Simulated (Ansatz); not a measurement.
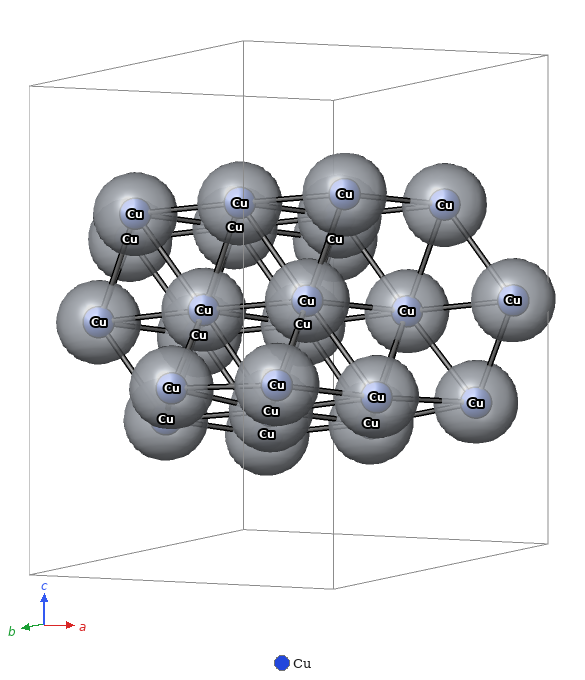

Figure 1: Cu (slab). Isosurface of the valence charge density (pseudo) at 0.6 e/Å³ (grey), seen at an oblique angle. Sticks mark near contacts.

Not relaxed (largest force 0.5 eV/Å); computed without spin polarisation.

All numbers below come from DFT PBE, scalar-relativistic, plane waves, PAW in Ansatz.

Core electrons are frozen (PAW), and the valence fields are smoothed inside the atomic spheres.

**Which contacts does the surface bridge?**

At this value the density breaks into separate islands; it holds about 85 % of the electrons treated as valence (semicore included). It bridges none of the near contacts. It is pinched off along the shortest Cu–Cu (2.47 Å), Cu–Cu (2.51 Å), Cu–Cu (2.55 Å) and Cu–Cu (2.60 Å) contacts. On the grid the lowest density along these lines, outside the cores, is 0.3 e/Å³ (Cu–Cu, 2.47 Å), 0.29 e/Å³ (Cu–Cu, 2.51 Å), 0.27 e/Å³ (Cu–Cu, 2.55 Å) and 0.25 e/Å³ (Cu–Cu, 2.60 Å).

**Does the calculation give a band gap?**

It is metallic or semimetallic at this level of theory: no gap opens.
